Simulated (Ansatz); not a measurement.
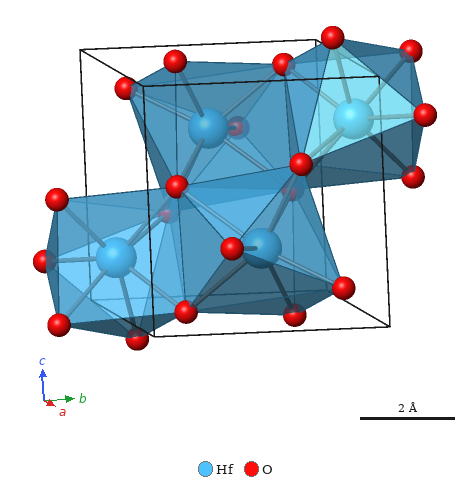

Figure 1. The structure as given in the input (polyhedral view of the cell of the calculation, seen slightly off an axis; polyhedra are completed across the faces of the cell).

# Run report: HfO2, geometry relaxation (part 1 of 3)

The run: geometry relaxation of HfO2 (P2₁/c, 12 atoms in the cell). Method and program: DFT, PBEsol, plane waves, PAW, no spin polarisation (Ansatz 0.2.0).

The structure derives from an entry of the Crystallography Open Database. The geometry comes from this level: PBE.

**The program's output**
```
Engine: ansatz 0.2.0, aarch64-unknown-linux-gnu
Pseudopotentials: kind: paw
Pseudopotential: Hf, paw, valence charge 26, recommended cutoff 420 eV (normal), Hf.paw.azcp
Pseudopotential: O, paw, valence charge 6, recommended cutoff 420 eV (normal), O.paw.azcp
Functional definition: PBEsol
  exchange = pbesol_x
  correlation = pbesol_c
Crystal: 12 atoms, lattice volume = 141.930 Å³
Basis set: ecut = 420 eV, 2773 PW (Γ), exchange–correlation on 72×72×72 points (8 copies of the dense FFT grid, shifted against one another)
Bands: 92, of which v1, the nominal top of the filled ones, is band 76 counted from 1 (75 counted from 0)
Symmetry: 4 space group operations
Space group: P21/c (ITA 14), of the structure as read, at distance tolerance 5.2e-5 Å
k-points: 30 of 64
Non-local potential: Hf, projectors of the file, l = 0: 3, l = 1: 2, l = 2: 2, l = 3: 3
Non-local potential: O, projectors of the file, l = 0: 2, l = 1: 2, l = 2: 1
PAW form: soft (Blöchl's): semilocal exchange-correlation on the pseudo side does not see the compensation charge
PAW frozen core: Hf, regenerated for the run's functional, and the local potential with it (the file was generated under x = pbe(κ = 0.804, μ = 0.2195149727645171), c = pbe(β = 0.06672455060314922))
PAW frozen core: O, regenerated for the run's functional, and the local potential with it (the file was generated under x = pbe(κ = 0.804, μ = 0.2195149727645171), c = pbe(β = 0.06672455060314922))
PAW one-centre angular grid: Hf, 590 points (default); XC on 64 Gauss nodes
PAW one-centre angular grid: O, 110 points (default); XC on 64 Gauss nodes
Initial density: superposition of atomic densities (neutral atoms: chi_scale 0, normalization atom), corrected by the library's trained network
Initial wavefunctions: pseudopotential atomic-orbital guess
Functional: x = pbesol(κ = 0.804, μ = 0.12345679012345678), c = pbesol(β = 0.046)
SCF iter   1: F=—  HF=-66901.146501 eV  |F-HF|=—  |Δ(HF+E_count)|=         —  Δρ=1.85e-2  dr2=4.04e-1  ethr=1.77e-3  ⟨swp⟩=5.8  Hψ=8515  notcnv=0  defer=129
preconditioner: auto → Resta (q_TF=auto, 2.760 Å⁻¹)  ε∞=5.3  [insulator: Δε(μ)=3.724 eV  Ē_g=17.951 eV  σ=0.020 eV  W_gap=1.00  n_scr=52 (ndim 8)  ℏωp=37.4 eV  f_vac=0.081  D(μ)=0.00/eV (n_scr^D=0)  ε∞_Penn≈5.3]
SCF iter   2: F=—  HF=-66901.046715 eV  |F-HF|=—  |Δ(HF+E_count)|=   9.98e-2  Δρ=3.14e-3  dr2=5.42e-3  ethr=2.66e-4  ⟨swp⟩=2.0  Hψ=4999  notcnv=0  defer=317
SCF iter   3: F=—  HF=-66901.046562 eV  |F-HF|=—  |Δ(HF+E_count)|=   1.53e-4  Δρ=1.50e-3  dr2=1.63e-3  ethr=3.57e-6  ⟨swp⟩=2.0  Hψ=4371  notcnv=0  defer=317
SCF iter   4: F=—  HF=-66901.047042 eV  |F-HF|=—  |Δ(HF+E_count)|=   4.79e-4  Δρ=6.10e-4  dr2=3.62e-4  ethr=1.07e-6  ⟨swp⟩=2.8  Hψ=5120  notcnv=0  defer=317
SCF iter   5: F=—  HF=-66901.046957 eV  |F-HF|=—  |Δ(HF+E_count)|=   8.46e-5  Δρ=1.39e-4  dr2=2.45e-5  ethr=2.38e-7  ⟨swp⟩=2.6  Hψ=5482  notcnv=0  defer=317
SCF iter   6: F=—  HF=-66901.046950 eV  |F-HF|=—  |Δ(HF+E_count)|=   7.69e-6  Δρ=2.48e-5  dr2=1.01e-6  ethr=1.61e-8  ⟨swp⟩=2.0  Hψ=4723  notcnv=0  defer=317
SCF iter   7: F=-66901.046950 eV  HF=-66901.046950 eV  |F-HF|=2.83e-8  |Δ(HF+E_count)|=   6.18e-7  Δρ=7.02e-6  dr2=8.32e-8  ethr=6.58e-11  ⟨swp⟩=9.2  Hψ=22860  notcnv=0
SCF 1 converged in 7 iterations: F = -66901.046950 eV  dr2 = 8.32e-8
  greatest PAW one-centre occupation: 0.999 electrons in one spin orbital (limit 2), on the Hf atom at site 3 (counted from 0), in its partial waves of l = 3
relax step   1: F+E_penalty+E_count = -66901.04695023 eV  Δ(F+E_penalty+E_count) = +0.000e0 eV  max|allowed force component| = 7.955e-2 eV/Å  Δτ_max = 0.0000 Å  P = -7.131 GPa  Ω = 141.930 Å³  (7 SCF iters, dr2 threshold 1.00e-7 eV, accepted)
Crystal: 12 atoms, lattice volume = 136.415 Å³
Basis set: ecut = 420 eV, 2677 PW (Γ), exchange–correlation on 72×72×72 points (8 copies of the dense FFT grid, shifted against one another)
Initial density: handed on by an earlier stage of this run
Initial wavefunctions: those handed on with the density
iter 1 solved again at ethr=2.33e-5 eV; its pass at ethr=3.10e-3 eV (dr2=3.54e-2 eV) is discarded
SCF iter   1: F=—  HF=-66901.177178 eV  |F-HF|=—  |Δ(HF+E_count)|=         —  Δρ=5.18e-3  dr2=3.55e-2  ethr=2.33e-5  ⟨swp⟩=4.9  Hψ=11113  notcnv=0  defer=2
preconditioner: auto → Resta (q_TF=auto, 2.778 Å⁻¹)  ε∞=5.4  [insulator: Δε(μ)=3.927 eV  Ē_g=18.199 eV  σ=0.020 eV  W_gap=1.00  n_scr=48 (ndim 8)  ℏωp=38.2 eV  f_vac=0.067  D(μ)=0.00/eV (n_scr^D=0)  ε∞_Penn≈5.4]
SCF iter   2: F=—  HF=-66901.168868 eV  |F-HF|=—  |Δ(HF+E_count)|=   8.31e-3  Δρ=2.49e-3  dr2=1.14e-2  ethr=2.33e-5  ⟨swp⟩=2.0  Hψ=3874  notcnv=0
SCF iter   3: F=—  HF=-66901.165621 eV  |F-HF|=—  |Δ(HF+E_count)|=   3.25e-3  Δρ=1.16e-3  dr2=2.25e-3  ethr=7.48e-6  ⟨swp⟩=3.2  Hψ=5497  notcnv=0
SCF iter   4: F=—  HF=-66901.164949 eV  |F-HF|=—  |Δ(HF+E_count)|=   6.72e-4  Δρ=3.81e-4  dr2=2.63e-4  ethr=1.48e-6  ⟨swp⟩=2.0  Hψ=4980  notcnv=0
SCF iter   5: F=—  HF=-66901.165005 eV  |F-HF|=—  |Δ(HF+E_count)|=   5.68e-5  Δρ=2.18e-4  dr2=5.97e-5  ethr=1.73e-7  ⟨swp⟩=2.0  Hψ=4441  notcnv=0
SCF iter   6: F=—  HF=-66901.164988 eV  |F-HF|=—  |Δ(HF+E_count)|=   1.71e-5  Δρ=8.56e-5  dr2=1.07e-5  ethr=3.93e-8  ⟨swp⟩=2.0  Hψ=5040  notcnv=0
SCF iter   7: F=-66901.164992 eV  HF=-66901.164992 eV  |F-HF|=5.59e-7  |Δ(HF+E_count)|=   3.15e-6  Δρ=2.92e-5  dr2=1.12e-6  ethr=7.89e-10  ⟨swp⟩=7.0  Hψ=20863  notcnv=0
SCF 2 converged in 7 iterations: F = -66901.164992 eV  dr2 = 1.12e-6
  greatest PAW one-centre occupation: 0.999 electrons in one spin orbital (limit 2), on the Hf atom at site 2 (counted from 0), in its partial waves of l = 3
relax step   2: F+E_penalty+E_count = -66901.16499209 eV  Δ(F+E_penalty+E_count) = -1.180e-1 eV  max|allowed force component| = 6.495e-2 eV/Å  Δτ_max = 0.0111 Å  P = +2.082 GPa  Ω = 136.415 Å³  energy of the carried Pulay correction = +2.873e-2 eV  (7 SCF iters, dr2 threshold 1.20e-6 eV, accepted)
Crystal: 12 atoms, lattice volume = 137.633 Å³
Basis set: ecut = 420 eV, 2687 PW (Γ), exchange–correlation on 72×72×72 points (8 copies of the dense FFT grid, shifted against one another)
iter 1 solved again at ethr=1.99e-6 eV; its pass at ethr=3.10e-3 eV (dr2=3.02e-3 eV) is discarded
SCF iter   1: F=—  HF=-66901.167903 eV  |F-HF|=—  |Δ(HF+E_count)|=         —  Δρ=1.46e-3  dr2=2.44e-3  ethr=1.99e-6  ⟨swp⟩=2.0  Hψ=11310  notcnv=0
preconditioner: auto → Resta (q_TF=auto, 2.774 Å⁻¹)  ε∞=5.4  [insulator: Δε(μ)=3.993 eV  Ē_g=18.135 eV  σ=0.020 eV  W_gap=1.00  n_scr=48 (ndim 8)  ℏωp=38.0 eV  f_vac=0.076  D(μ)=0.00/eV (n_scr^D=0)  ε∞_Penn≈5.4]
SCF iter   2: F=—  HF=-66901.167349 eV  |F-HF|=—  |Δ(HF+E_count)|=   5.54e-4  Δρ=7.18e-4  dr2=6.98e-4  ethr=1.61e-6  ⟨swp⟩=2.6  Hψ=4762  notcnv=0
SCF iter   3: F=—  HF=-66901.167139 eV  |F-HF|=—  |Δ(HF+E_count)|=   2.10e-4  Δρ=2.82e-4  dr2=1.28e-4  ethr=4.59e-7  ⟨swp⟩=3.0  Hψ=5006  notcnv=0
SCF iter   4: F=—  HF=-66901.167107 eV  |F-HF|=—  |Δ(HF+E_count)|=   3.14e-5  Δρ=9.49e-5  dr2=1.71e-5  ethr=8.40e-8  ⟨swp⟩=2.0  Hψ=4893  notcnv=0
SCF iter   5: F=—  HF=-66901.167112 eV  |F-HF|=—  |Δ(HF+E_count)|=   4.37e-6  Δρ=5.99e-5  dr2=4.12e-6  ethr=1.12e-8  ⟨swp⟩=2.0  Hψ=4443  notcnv=0
SCF iter   6: F=-66901.167111 eV  HF=-66901.167111 eV  |F-HF|=9.87e-8  |Δ(HF+E_count)|=   6.24e-7  Δρ=2.51e-5  dr2=9.35e-7  ethr=7.89e-10  ⟨swp⟩=9.5  Hψ=23554  notcnv=0
SCF 3 converged in 6 iterations: F = -66901.167111 eV  dr2 = 9.35e-7
relax step   3: F+E_penalty+E_count = -66901.16711082 eV  Δ(F+E_penalty+E_count) = -2.119e-3 eV  max|allowed force component| = 2.565e-2 eV/Å  Δτ_max = 0.0057 Å  P = +0.001 GPa  Ω = 137.633 Å³  energy of the carried Pulay correction = +2.228e-2 eV  (6 SCF iters, dr2 threshold 1.20e-6 eV, accepted)
Crystal: 12 atoms, lattice volume = 137.473 Å³
Basis set: ecut = 420 eV, 2685 PW (Γ), exchange–correlation on 72×72×72 points (8 copies of the dense FFT grid, shifted against one another)
iter 1 solved again at ethr=1.55e-6 eV; its pass at ethr=3.10e-3 eV (dr2=2.35e-3 eV) is discarded
SCF iter   1: F=—  HF=-66901.170035 eV  |F-HF|=—  |Δ(HF+E_count)|=         —  Δρ=2.07e-3  dr2=2.38e-3  ethr=1.55e-6  ⟨swp⟩=3.3  Hψ=10053  notcnv=0
preconditioner: auto → Resta (q_TF=auto, 2.774 Å⁻¹)  ε∞=5.4  [insulator: Δε(μ)=3.952 eV  Ē_g=18.140 eV  σ=0.020 eV  W_gap=1.00  n_scr=48 (ndim 8)  ℏωp=38.0 eV  f_vac=0.074  D(μ)=0.00/eV (n_scr^D=0)  ε∞_Penn≈5.4]
SCF iter   2: F=—  HF=-66901.169924 eV  |F-HF|=—  |Δ(HF+E_count)|=   1.11e-4  Δρ=1.13e-3  dr2=7.78e-4  ethr=1.55e-6  ⟨swp⟩=1.0  Hψ=2760  notcnv=0
SCF iter   3: F=—  HF=-66901.169976 eV  |F-HF|=—  |Δ(HF+E_count)|=   5.20e-5  Δρ=3.92e-4  dr2=1.70e-4  ethr=5.12e-7  ⟨swp⟩=2.0  Hψ=4440  notcnv=0
SCF iter   4: F=—  HF=-66901.169927 eV  |F-HF|=—  |Δ(HF+E_count)|=   4.86e-5  Δρ=7.88e-5  dr2=7.44e-6  ethr=1.12e-7  ⟨swp⟩=2.0  Hψ=4441  notcnv=0
SCF iter   5: F=—  HF=-66901.169929 eV  |F-HF|=—  |Δ(HF+E_count)|=   1.62e-6  Δρ=2.65e-5  dr2=7.23e-7  ethr=4.89e-9  ⟨swp⟩=2.0  Hψ=4467  notcnv=0
SCF iter   6: F=-66901.169929 eV  HF=-66901.169929 eV  |F-HF|=4.25e-8  |Δ(HF+E_count)|=   1.93e-7  Δρ=1.29e-5  dr2=1.53e-7  ethr=2.04e-10  ⟨swp⟩=9.0  Hψ=22575  notcnv=0
SCF 4 converged in 6 iterations: F = -66901.169929 eV  dr2 = 1.53e-7
relax step   4: F+E_penalty+E_count = -66901.16992863 eV  Δ(F+E_penalty+E_count) = -2.818e-3 eV  max|allowed force component| = 3.414e-2 eV/Å  Δτ_max = 0.0238 Å  P = -0.063 GPa  Ω = 137.473 Å³  energy of the carried Pulay correction = +2.313e-2 eV  (6 SCF iters, dr2 threshold 3.10e-7 eV, accepted)
Crystal: 12 atoms, lattice volume = 137.413 Å³
Basis set: ecut = 420 eV, 2689 PW (Γ), exchange–correlation on 72×72×72 points (8 copies of the dense FFT grid, shifted against one another)
iter 1 solved again at ethr=5.70e-7 eV; its pass at ethr=3.10e-3 eV (dr2=8.66e-4 eV) is discarded
SCF iter   1: F=—  HF=-66901.170872 eV  |F-HF|=—  |Δ(HF+E_count)|=         —  Δρ=1.25e-3  dr2=8.71e-4  ethr=5.70e-7  ⟨swp⟩=2.9  Hψ=11310  notcnv=0
preconditioner: auto → Resta (q_TF=auto, 2.775 Å⁻¹)  ε∞=5.4  [insulator: Δε(μ)=3.971 eV  Ē_g=18.141 eV  σ=0.020 eV  W_gap=1.00  n_scr=48 (ndim 8)  ℏωp=38.0 eV  f_vac=0.073  D(μ)=0.00/eV (n_scr^D=0)  ε∞_Penn≈5.4]
SCF iter   2: F=—  HF=-66901.170804 eV  |F-HF|=—  |Δ(HF+E_count)|=   6.81e-5  Δρ=6.77e-4  dr2=2.78e-4  ethr=5.70e-7  ⟨swp⟩=1.0  Hψ=2760  notcnv=0
SCF iter   3: F=—  HF=-66901.170763 eV  |F-HF|=—  |Δ(HF+E_count)|=   4.06e-5  Δρ=1.37e-4  dr2=2.16e-5  ethr=1.83e-7  ⟨swp⟩=2.5  Hψ=4859  notcnv=0
SCF iter   4: F=—  HF=-66901.170763 eV  |F-HF|=—  |Δ(HF+E_count)|=   4.79e-8  Δρ=6.31e-5  dr2=5.15e-6  ethr=1.42e-8  ⟨swp⟩=2.0  Hψ=4560  notcnv=0
SCF iter   5: F=—  HF=-66901.170763 eV  |F-HF|=—  |Δ(HF+E_count)|=   2.98e-7  Δρ=1.45e-5  dr2=3.08e-7  ethr=3.39e-9  ⟨swp⟩=2.0  Hψ=4026  notcnv=0
SCF iter   6: F=-66901.170763 eV  HF=-66901.170763 eV  |F-HF|=9.65e-8  |Δ(HF+E_count)|=   1.53e-7  Δρ=6.10e-6  dr2=5.27e-8  ethr=1.86e-10  ⟨swp⟩=8.8  Hψ=18644  notcnv=0
SCF 5 converged in 6 iterations: F = -66901.170763 eV  dr2 = 5.27e-8
relax step   5: F+E_penalty+E_count = -66901.17076318 eV  Δ(F+E_penalty+E_count) = -8.345e-4 eV  max|allowed force component| = 3.248e-2 eV/Å  Δτ_max = 0.0154 Å  P = -0.129 GPa  Ω = 137.413 Å³  energy of the carried Pulay correction = +2.344e-2 eV  (6 SCF iters, dr2 threshold 2.83e-7 eV, accepted)
Crystal: 12 atoms, lattice volume = 137.301 Å³
iter 1 solved again at ethr=3.11e-7 eV; its pass at ethr=3.10e-3 eV (dr2=4.73e-4 eV) is discarded
SCF iter   1: F=—  HF=-66901.172087 eV  |F-HF|=—  |Δ(HF+E_count)|=         —  Δρ=8.85e-4  dr2=4.78e-4  ethr=3.11e-7  ⟨swp⟩=3.6  Hψ=11001  notcnv=0
preconditioner: auto → Resta (q_TF=auto, 2.775 Å⁻¹)  ε∞=5.4  [insulator: Δε(μ)=3.961 eV  Ē_g=18.144 eV  σ=0.020 eV  W_gap=1.00  n_scr=48 (ndim 8)  ℏωp=38.0 eV  f_vac=0.073  D(μ)=0.00/eV (n_scr^D=0)  ε∞_Penn≈5.4]
SCF iter   2: F=—  HF=-66901.172031 eV  |F-HF|=—  |Δ(HF+E_count)|=   5.60e-5  Δρ=4.71e-4  dr2=1.40e-4  ethr=3.11e-7  ⟨swp⟩=1.0  Hψ=2760  notcnv=0
SCF iter   3: F=—  HF=-66901.171961 eV  |F-HF|=—  |Δ(HF+E_count)|=   7.09e-5  Δρ=1.26e-4  dr2=1.84e-5  ethr=9.24e-8  ⟨swp⟩=2.0  Hψ=4438  notcnv=0
SCF iter   4: F=—  HF=-66901.171958 eV  |F-HF|=—  |Δ(HF+E_count)|=   2.15e-6  Δρ=3.91e-5  dr2=1.86e-6  ethr=1.21e-8  ⟨swp⟩=2.0  Hψ=4547  notcnv=0
SCF iter   5: F=-66901.171958 eV  HF=-66901.171958 eV  |F-HF|=3.52e-8  |Δ(HF+E_count)|=   7.02e-8  Δρ=8.78e-6  dr2=1.01e-7  ethr=1.64e-10  ⟨swp⟩=7.0  Hψ=18890  notcnv=0
SCF 6 converged in 5 iterations: F = -66901.171958 eV  dr2 = 1.01e-7
relax step   6: F+E_penalty+E_count = -66901.17195849 eV  Δ(F+E_penalty+E_count) = -1.195e-3 eV  max|allowed force component| = 9.407e-3 eV/Å  Δτ_max = 0.0100 Å  P = -0.003 GPa  Ω = 137.301 Å³  energy of the carried Pulay correction = +2.404e-2 eV  (5 SCF iters, dr2 threshold 2.50e-7 eV, accepted)
Crystal: 12 atoms, lattice volume = 137.293 Å³
iter 1 solved again at ethr=2.21e-8 eV; its pass at ethr=3.10e-3 eV (dr2=3.36e-5 eV) is discarded
SCF iter   1: F=—  HF=-66901.172089 eV  |F-HF|=—  |Δ(HF+E_count)|=         —  Δρ=2.04e-4  dr2=3.28e-5  ethr=2.21e-8  ⟨swp⟩=2.4  Hψ=8880  notcnv=0
preconditioner: auto → Resta (q_TF=auto, 2.775 Å⁻¹)  ε∞=5.4  [insulator: Δε(μ)=3.964 eV  Ē_g=18.144 eV  σ=0.020 eV  W_gap=1.00  n_scr=48 (ndim 8)  ℏωp=38.0 eV  f_vac=0.073  D(μ)=0.00/eV (n_scr^D=0)  ε∞_Penn≈5.4]
SCF iter   2: F=—  HF=-66901.172031 eV  |F-HF|=—  |Δ(HF+E_count)|=   5.88e-5  Δρ=1.04e-4  dr2=7.97e-6  ethr=2.16e-8  ⟨swp⟩=2.0  Hψ=4918  notcnv=0
SCF iter   3: F=—  HF=-66901.172023 eV  |F-HF|=—  |Δ(HF+E_count)|=   7.55e-6  Δρ=1.98e-5  dr2=3.51e-7  ethr=5.24e-9  ⟨swp⟩=2.0  Hψ=4885  notcnv=0
SCF iter   4: F=—  HF=-66901.172023 eV  |F-HF|=—  |Δ(HF+E_count)|=   1.67e-8  Δρ=8.34e-6  dr2=8.22e-8  ethr=2.31e-10  ⟨swp⟩=2.0  Hψ=4555  notcnv=0
SCF iter   5: F=—  HF=-66901.172023 eV  |F-HF|=—  |Δ(HF+E_count)|=   8.43e-9  Δρ=2.27e-6  dr2=6.60e-9  ethr=5.41e-11  ⟨swp⟩=2.0  Hψ=4317  notcnv=0
SCF iter   6: F=-66901.172023 eV  HF=-66901.172023 eV  |F-HF|=1.22e-9  |Δ(HF+E_count)|=   1.51e-9  Δρ=1.00e-6  dr2=1.17e-9  ethr=3.64e-12  ⟨swp⟩=7.0  Hψ=15689  notcnv=0
SCF 7 converged in 6 iterations: F = -66901.172023 eV  dr2 = 1.17e-9
relax step   7: F+E_penalty+E_count = -66901.17202295 eV  Δ(F+E_penalty+E_count) = -6.446e-5 eV  max|allowed force component| = 1.591e-3 eV/Å  Δτ_max = 0.0009 Å  P = -0.000 GPa  Ω = 137.293 Å³  energy of the carried Pulay correction = +2.408e-2 eV  (6 SCF iters, dr2 threshold 5.53e-9 eV, accepted)
Initial wavefunctions: pseudopotential atomic-orbital guess (no wavefunctions were taken with the density)
iter 1 solved again at ethr=6.40e-8 eV; its pass at ethr=3.10e-3 eV (dr2=9.73e-5 eV) is discarded
SCF iter   1: F=—  HF=-66901.151939 eV  |F-HF|=—  |Δ(HF+E_count)|=         —  Δρ=2.98e-4  dr2=1.72e-5  ethr=6.40e-8  ⟨swp⟩=4.0  Hψ=17426  notcnv=0
preconditioner: auto → Resta (q_TF=auto, 2.775 Å⁻¹)  ε∞=5.4  [insulator: Δε(μ)=3.963 eV  Ē_g=18.144 eV  σ=0.020 eV  W_gap=1.00  n_scr=48 (ndim 8)  ℏωp=38.0 eV  f_vac=0.073  D(μ)=0.00/eV (n_scr^D=0)  ε∞_Penn≈5.4]
SCF iter   2: F=—  HF=-66901.151900 eV  |F-HF|=—  |Δ(HF+E_count)|=   3.84e-5  Δρ=1.49e-4  dr2=6.59e-6  ethr=1.13e-8  ⟨swp⟩=2.0  Hψ=4650  notcnv=0
SCF iter   3: F=—  HF=-66901.151907 eV  |F-HF|=—  |Δ(HF+E_count)|=   6.43e-6  Δρ=7.08e-5  dr2=9.40e-7  ethr=4.33e-9  ⟨swp⟩=2.0  Hψ=4044  notcnv=0
SCF iter   4: F=—  HF=-66901.151908 eV  |F-HF|=—  |Δ(HF+E_count)|=   1.20e-6  Δρ=5.43e-6  dr2=2.66e-8  ethr=6.18e-10  ⟨swp⟩=2.0  Hψ=4560  notcnv=0
SCF iter   5: F=—  HF=-66901.151908 eV  |F-HF|=—  |Δ(HF+E_count)|=   1.40e-8  Δρ=1.84e-6  dr2=2.04e-9  ethr=1.75e-11  ⟨swp⟩=2.0  Hψ=5040  notcnv=0
SCF iter   6: F=—  HF=-66901.151908 eV  |F-HF|=—  |Δ(HF+E_count)|=   4.80e-9  Δρ=5.37e-7  dr2=1.19e-10  ethr=1.00e-12  ⟨swp⟩=5.3  Hψ=16639  notcnv=0
SCF iter   7: F=-66901.151908 eV  HF=-66901.151908 eV  |F-HF|=2.91e-11  |Δ(HF+E_count)|=  2.33e-10  Δρ=1.06e-7  dr2=2.70e-11  ethr=1.00e-12  ⟨swp⟩=6.9  Hψ=13992  notcnv=0
SCF 8 converged in 7 iterations: F = -66901.151908 eV  dr2 = 2.70e-11
```
